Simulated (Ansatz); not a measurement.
# Ag/SiC/Ti: predicting the conductance of a thicker barrier

How it was computed: Ansatz 0.2.0, plane waves with PAW datasets, PBE. Interfaces are relaxed in a short slab (with D3(BJ) where the barrier is layered), set between ideal electrode layers that go on as semi-infinite leads, and the zero-bias conductance G at 300 K comes from T(E) on a typed mesh. The error is the largest of the program's estimates from energy step, mesh, the leads' potential steps and neutrality; its separate bound for narrow resonances between the energies solved isn't counted and can be far larger. The lower electrode is Ag (fcc 111), the upper Ti (hcp 0001) and the barrier SiC (wurtzite 0001), on a net of side 2.934 Å; d is the distance between the electrodes' last planes.

Runs in hand:

| planes in the barrier | d (Å) | G (S/m²) | error (%) | lead step (meV) |
| --- | --- | --- | --- | --- |
| 4 | 7.52 | 8.38e13 | 19 | 36 |
| 8 | 12.65 | 2.74e13 | 25 | 38 |
| 12 | 17.77 | 5.67e12 | 69 | 38 |

Q: A further run has 16 planes, d = 22.90 Å. Fit G ∝ exp(−βd) to the rows shown and predict its conductance.

A: Take y = ln G: 32.06, 30.94 and 29.37. The means are d = 12.65 Å and y = 30.79; Σ(Δd Δy) = −13.81 and Σ(Δd)² = 52.53, so the slope is −0.263 Å⁻¹ (β = 0.263 Å⁻¹). At d = 22.90 Å, y = 30.79 − 0.263 × 10.25 = 28.09, or G = 1.59e12 S/m².

Check: The run gave 1.13e12 S/m², with an error estimate of 109 % and a lead step of 38 meV. The prediction is 1.41 times that, too high by 41 %. That lies within the runs' own error estimates, carried through the fit.

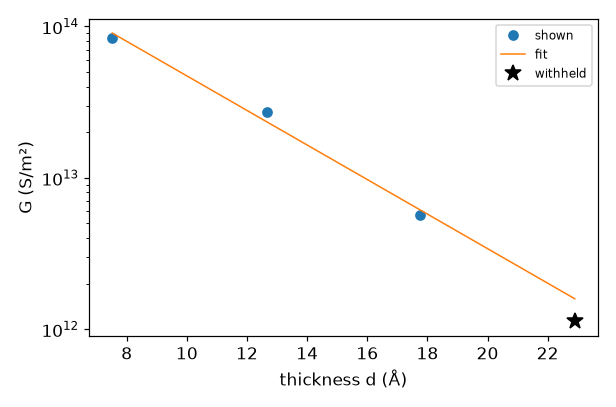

Fit and withheld run.

**Limits.** The interfaces are ideal, one cell wide, strained to a common net and relaxed from one registry with their symmetry kept. PBE's gaps are too small, so true decay constants are likely larger where the Fermi level lies deep in a gap. No spin-orbit coupling, phonons, disorder or image charges enter. The rows shown are chosen by tests on error estimates (under 100 to 120 %), lead steps (under 150 meV, though the program warns over 25), intact interfaces and, for fits, a steady trend in the rows shown; the data set holds 414 series of this kind, and not all pass.
